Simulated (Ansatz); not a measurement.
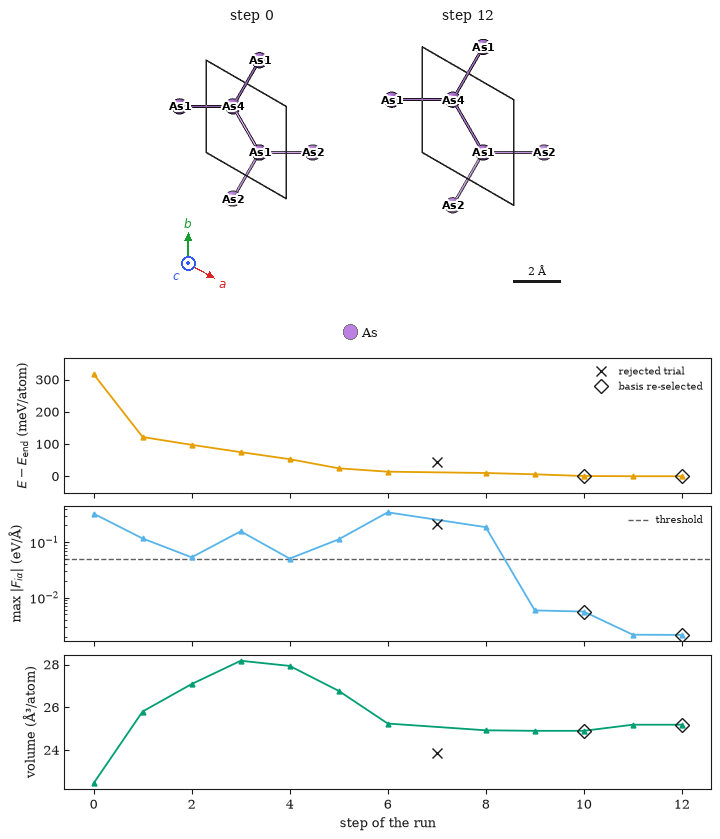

First and last geometry of a relaxation of solid As (a generated structure, set up in P6_3/mmc) (coarse preliminary run), with the history of the run. The picture is a ball-and-stick view of the cell of the calculation, seen along the c axis.

Case: Ge → As on all its sites, cell and atoms relaxed.

All numbers below come from Ansatz 0.2.0, DFT PBEsol, scalar-relativistic, plane waves, PAW. Set-up: plane-wave cutoff 420 eV; k-point mesh 6 × 6 × 4; occupations gaussian; smearing width 0.1 eV; no spin polarisation; cell and atoms relaxed; force threshold 0.05 eV/Å; at most 60 steps.

Q: Read the history and describe the run.

A: It converged. Over 9 accepted moves (12 points after the start) the energy falls by 317 meV per atom. The largest force component goes from 0.33 to 0.0021 eV/Å. Pressure: 15.94 GPa at the start and 0.08 GPa at the end. The line search rejected the trial step at point 7 of the run. At 2 points the geometry stayed and the basis and grid were re-selected for the new cell (energy shift of 5.3 meV per atom at most each time). The largest moves relative to the cell, 0.19 Å, are those of As atoms. The drawn cell changes as follows: a = b 3.975 → 4.551 Å (+14.5 %), c 6.560 → 5.617 Å (−14.4 %); the volume changes by +12.2 %. Among the contacts that change: As–As 4.105 → 3.145 Å, As–As 2.439 → 2.649 Å, As–As 2.455 → 2.472 Å. Among the angles between lasting bonds that change: As–As–As 109.8° → 97.3°, As–As–As 109.2° → 118.4°. The space group stays P6_3/mmc (No. 194).
